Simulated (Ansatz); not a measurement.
**Energy of Li2O along a strain of the cell**

System: Li2O (3 atoms in the cell).
Method: DFT, PBEsol, all-electron LAPW, scalar-relativistic; levels at fixed fractional wave vectors of a strained or displaced cell, no spin polarisation (Ansatz 0.2.0).

The 6 runs differ only in the geometry, by a strain of the cell at fixed fractional positions. Against run 3, the strain is εxx = η, εyy = η and εzz = −0.2 η. The structure derives from an entry of the Crystallography Open Database.

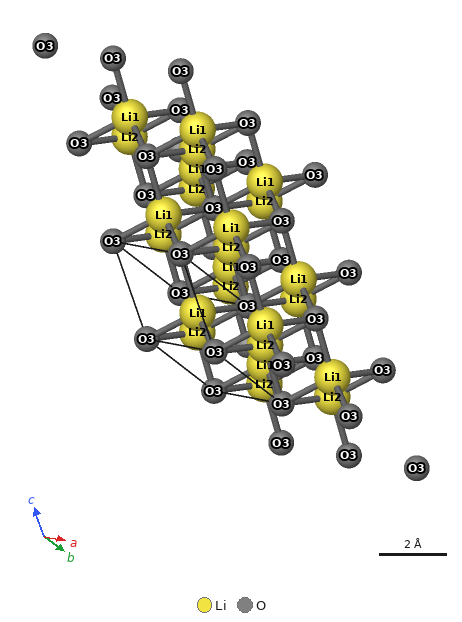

Figure 1. The structure of run 3 (ball-and-stick view of the reduced cell, repeated 2 × 2 × 3, seen at an oblique angle; atoms are numbered from 1 in the order of the input).

## Input of run 3
```yaml
crystal:
  lattice:
    - [2.27848408538, 2.27848408538, 0.0]
    - [-2.27848408538, 2.27848408538, 0.0]
    - [0.0, 2.27848408538, 2.29229846568]
  atoms:
    - { symbol: Li, position: [0.25, 0.75, 0.5] }
    - { symbol: Li, position: [0.75, 0.25, 0.5] }
    - { symbol: O, position: [0.0, 0.0, 0.0] }
kpoints:
  mp_grid: { grid: [8, 8, 8] }
scf:
  occupations: { method: fixed }
  convergence: { dr2_threshold: 1.0e-10 }
hamiltonian:
  xc: pbesol
  pseudopotentials: { kind: all_electron, lapw: { basis_error: 0.0005 } }
output:
  forces: true
  stress: true
  eigenstates:
    kpoints:
      - [0.0, 0.0, 0.0]
      - [-0.5, 0.5, 0.0]
      - [-0.5, -0.5, -0.5]
      - [0.0, 0.0, -0.5]
      - [0.0, -0.5, -0.5]
      - [0.0, 0.5, 0.0]
      - [-0.5, 0.0, 0.0]
      - [-0.5, 0.0, -0.5]
  eigenvalues: true
```

Command:
```bash
ansatz run input.yaml --threads 1 --pin off --max-ram 3072MiB --backend cpu --events-out ev --progress --plain --runs-dir out
```

Run 2 differs from it as follows:
```diff
-    - [2.27848408538, 2.27848408538, 0.0]
-    - [-2.27848408538, 2.27848408538, 0.0]
-    - [0.0, 2.27848408538, 2.29229846568]
+    - [2.26703441661, 2.26703441661, 0.0]
+    - [-2.26703441661, 2.26703441661, 0.0]
+    - [0.0, 2.26703441661, 2.29478608623]
```

## Results, with one run withheld

| run | strain parameter η (%) | free energy per atom, from the lowest run given (meV) | pressure (GPa) | gap on the mesh (eV) |
| --- | --- | --- | --- | --- |
| 1 | −1.5074 | 4.45 | 3.10 | 4.89 |
| 2 | −0.5032 | ? | ? | ? |
| 3 | 0.0000 | 0.23 | 0.64 | 4.88 |
| 4 | 0.5026 | 0.00 | −0.12 | 4.88 |
| 5 | 1.0054 | 0.33 | −0.85 | 4.84 |
| 6 | 1.5077 | 1.21 | −1.55 | 4.80 |

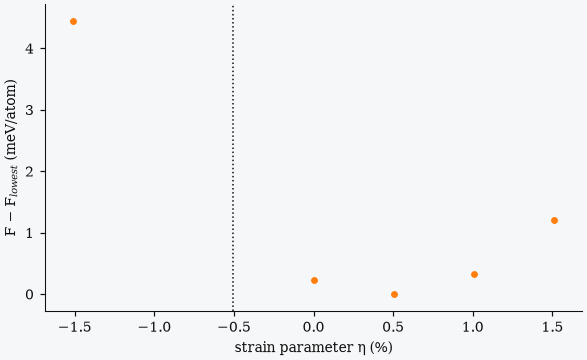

Figure 2. Free energy per atom of the runs given; the dotted line marks run 2.

Estimate the energy of run 2 from the others.

A cubic polynomial in the coordinate, fitted to the 5 runs given, misses them by under 0.01 meV per atom. With x = η − 0.3017, it reads F = 0.023151 − 0.34553 x + 1.1261 x² − 0.019643 x³ (meV per atom). At run 2 it gives 1.04 meV per atom, and the run itself gives 1.04. The fit has its minimum at η = 0.4557 %. The gap on the mesh goes, without turning, from 4.89 eV in run 1 to 4.80 eV in run 6; run 2 has 4.89 eV. These are gaps of this functional on this mesh, which can miss the band edges; they aren't the measured gap.

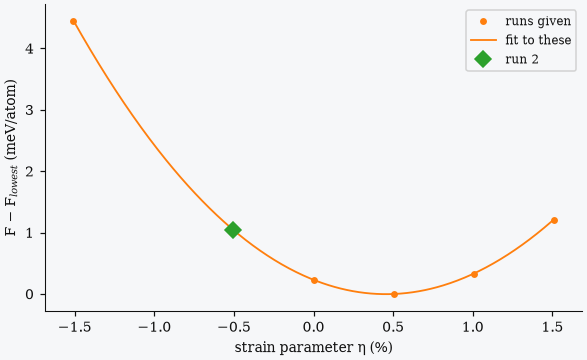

Figure 3. The fit and the withheld run.

## Output, shortened to warnings, some set-up lines, iterations and results (run 2)
```
Basis set: ecut = 316.3419478897863 eV, 315 PW (Γ), exchange–correlation at level 2
Symmetry: 16 space group operations
k-points: 59 of 512
Initial density: superposition of atomic densities (chi_scale 0.1, normalization cell, long waves kept (reshape's long-wave potential 0.00 eV rms))
[...]
SCF iter   1: F=—  HF=-2452.472799 eV  |F-HF|=—  |Δ(HF+E_count)|=         —  Δρ=9.17e-2  dr2=2.56e0  ethr=1.83e-2  ⟨swp⟩=2.0  Hψ=4452  notcnv=0
SCF iter   2: F=—  HF=-2451.357911 eV  |F-HF|=—  |Δ(HF+E_count)|=    1.11e0  Δρ=2.67e-2  dr2=1.27e-1  ethr=9.08e-4  ⟨swp⟩=2.0  Hψ=3479  notcnv=0
SCF iter   3: F=—  HF=-2450.851361 eV  |F-HF|=—  |Δ(HF+E_count)|=   5.07e-1  Δρ=1.62e-2  dr2=8.59e-2  ethr=9.07e-4  ⟨swp⟩=3.0  Hψ=2202  notcnv=0
SCF iter   4: F=—  HF=-2450.839404 eV  |F-HF|=—  |Δ(HF+E_count)|=         —  Δρ=1.95e-3  dr2=9.97e-4  ethr=6.13e-4  ⟨swp⟩=2.0  Hψ=1910  notcnv=0
SCF iter   5: F=—  HF=-2450.838755 eV  |F-HF|=—  |Δ(HF+E_count)|=   6.49e-4  Δρ=2.07e-4  dr2=5.90e-6  ethr=7.12e-6  ⟨swp⟩=2.1  Hψ=1950  notcnv=0
SCF iter   6: F=—  HF=-2450.838758 eV  |F-HF|=—  |Δ(HF+E_count)|=   3.34e-6  Δρ=1.84e-5  dr2=4.21e-8  ethr=4.21e-8  ⟨swp⟩=3.2  Hψ=2356  notcnv=0
SCF iter   7: F=—  HF=-2450.838758 eV  |F-HF|=—  |Δ(HF+E_count)|=   8.59e-8  Δρ=1.79e-6  dr2=5.24e-10  ethr=3.00e-10  ⟨swp⟩=3.0  Hψ=2330  notcnv=0
SCF iter   8: F=-2450.838758 eV  HF=-2450.838758 eV  |F-HF|=9.09e-13  |Δ(HF+E_count)|=  1.64e-10  Δρ=2.98e-8  dr2=1.19e-13  ethr=4.42e-12 (applied; sched 3.74e-12)  ⟨swp⟩=3.0 …
SCF 1 converged in 8 iterations: F = -2450.838758 eV  dr2 = 1.19e-13
NSCF: frozen V_eff on 8 k-points
SCF converged after 8 iterations
Free energy (F): -2450.838758 eV
Harris-Foulkes:  -2450.838758 eV  (|F-HF|=9.09e-13)
Internal energy: -2450.838758 eV  (E = F + TS)
E sigma→0 (E₀):  -2450.838758 eV
Fermi energy:    2.963508 eV
--- Per-component energies (eV) ---
  E_band       = -1167.056181
  E_kinetic    = 2443.085351
  E_xc         = -327.697118
  E_electrostatic = -4566.226991  (all electrons and nuclei)
  E_smearing   = -0.000000  (= −TS)
  E_closure    = 0.000000  (closes the sum)
  E_atoms      = -2436.084960  (free atoms, spherical and without spin; not in F)
  Σ components = -2450.838758   (vs F -2450.838758, Δ=0.00e0)
  Basis errors (estimates in eV, not in F): energy 1.9e-4 per atom: plane waves 1.6e-4 (9.3e-5 summed), levels above the bands 0.0e0, relativity 3.3e-8, radial functions 2.2e-5, core shells 0.0e0; eigenvalues (radial functions only) 2.9e-6; not estimated: angular momenta, meshes, grids; target …
--- Forces (eV/Å), atoms counted from 1 ---
  atom   1  Li     0.00000000     0.00000000     0.00000000
  atom   2  Li     0.00000000     0.00000000     0.00000000
  atom   3  O      0.00000000     0.00000000     0.00000000
  max |Σ_I F_I| component: 1.48e-31 eV/Å
--- Stress (GPa, compression-positive) ---
        2.207200       0.000000       0.000000
        0.000000       2.207200       0.000000
        0.000000       0.000000      -0.155282
  P = ⅓ Tr σ = 1.4197 GPa (14.197 kbar)
```
